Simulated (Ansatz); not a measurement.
Consider C17O31 (cell with a defect).

```yaml
crystal:
  lattice:
    - [0.00000, -10.05336, 0.00000]
    - [-5.59114, -5.02668, -6.74304]
    - [5.59114, -5.02668, -6.74304]
  atoms:
    - { symbol: C, position: [0.00451, 0.99742, 0.00135] }
    - { symbol: C, position: [0.24829, 0.74922, 0.24922] }
    - { symbol: C, position: [0.00451, 0.50135, 0.49742] }
    - { symbol: C, position: [0.49553, 0.00569, 0.99997] }
    - { symbol: C, position: [0.75107, 0.74908, 0.24908] }
    - { symbol: C, position: [0.49553, 0.49997, 0.50569] }
    - { symbol: C, position: [0.25227, 0.24745, 0.74745] }
    - { symbol: C, position: [0.75862, 0.24705, 0.74705] }
    - { symbol: C, position: [0.24131, 0.49962, 0.99962] }
    - { symbol: C, position: [0.50293, 0.24870, 0.24992] }
    - { symbol: C, position: [0.25536, 0.99731, 0.49731] }
    - { symbol: C, position: [0.74868, 0.50171, 0.00171] }
    - { symbol: C, position: [0.99752, 0.25114, 0.25267] }
    - { symbol: C, position: [0.75208, 0.99860, 0.49860] }
    - { symbol: C, position: [0.50293, 0.74992, 0.74870] }
    - { symbol: C, position: [0.99752, 0.75267, 0.75114] }
    - { symbol: C, position: [0.59041, 0.30663, 0.80663] }
    - { symbol: O, position: [0.85948, 0.04997, 0.05289] }
    - { symbol: O, position: [0.60608, 0.79938, 0.29938] }
    - { symbol: O, position: [0.10722, 0.29844, 0.79844] }
    - { symbol: O, position: [0.35065, 0.05242, 0.05449] }
    - { symbol: O, position: [0.10319, 0.80210, 0.30210] }
    - { symbol: O, position: [0.85948, 0.55289, 0.54997] }
    - { symbol: O, position: [0.35065, 0.55449, 0.55242] }
    - { symbol: O, position: [0.89610, 0.69874, 0.19874] }
    - { symbol: O, position: [0.14958, 0.44943, 0.44499] }
    - { symbol: O, position: [0.90449, 0.19548, 0.69548] }
    - { symbol: O, position: [0.39325, 0.69642, 0.19642] }
    - { symbol: O, position: [0.64059, 0.44564, 0.45821] }
    - { symbol: O, position: [0.39733, 0.19623, 0.69623] }
    - { symbol: O, position: [0.14958, 0.94499, 0.94943] }
    - { symbol: O, position: [0.64059, 0.95821, 0.94564] }
    - { symbol: O, position: [0.29390, 0.54563, 0.04563] }
    - { symbol: O, position: [0.54462, 0.30336, 0.29859] }
    - { symbol: O, position: [0.29562, 0.04970, 0.54970] }
    - { symbol: O, position: [0.78361, 0.55669, 0.05669] }
    - { symbol: O, position: [0.03752, 0.29884, 0.30990] }
    - { symbol: O, position: [0.79798, 0.04815, 0.54815] }
    - { symbol: O, position: [0.54462, 0.79859, 0.80336] }
    - { symbol: O, position: [0.03752, 0.80990, 0.79884] }
    - { symbol: O, position: [0.18549, 0.45539, 0.95539] }
    - { symbol: O, position: [0.46130, 0.19387, 0.20142] }
    - { symbol: O, position: [0.21443, 0.94526, 0.44526] }
    - { symbol: O, position: [0.71386, 0.44668, 0.94668] }
    - { symbol: O, position: [0.95733, 0.20338, 0.19575] }
    - { symbol: O, position: [0.70624, 0.94903, 0.44903] }
    - { symbol: O, position: [0.46130, 0.70142, 0.69387] }
    - { symbol: O, position: [0.95733, 0.69575, 0.70338] }
```

Theory: DFT PBE+D3(BJ), scalar-relativistic, plane waves, PAW (Ansatz).

Question: What can the converged valence pseudo-density and electron localisation function tell about the bonding?

Answer: C–O (1.17 Å): ρ at the midpoint is about 3.6 e/Å³; the ELF peaks at about 0.80 between the atoms.

Question: Does the calculation make it a metal, or give it a gap?

Answer: It is metallic or semimetallic at this level of theory: no gap opens.

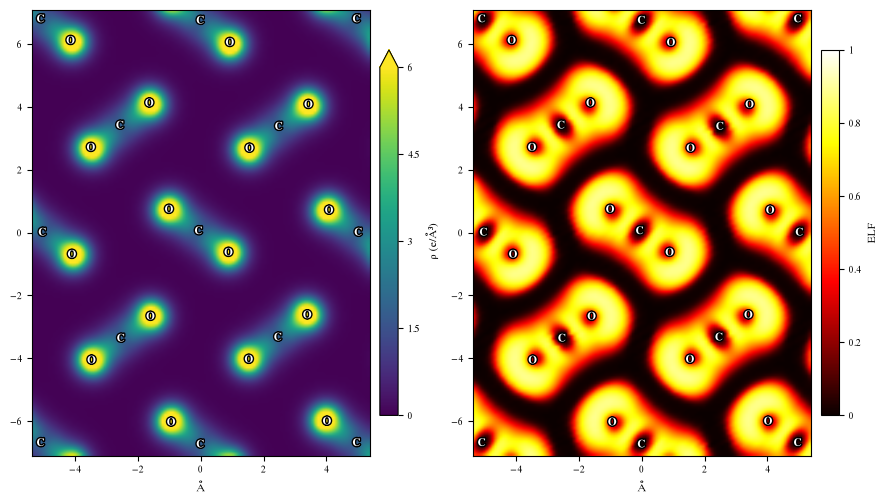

Computed valence pseudo-density and electron localisation function on the (011̄) plane of the calculation cell, in this order. 

In a PAW calculation such maps are meaningful between the atoms, not at the nuclei.
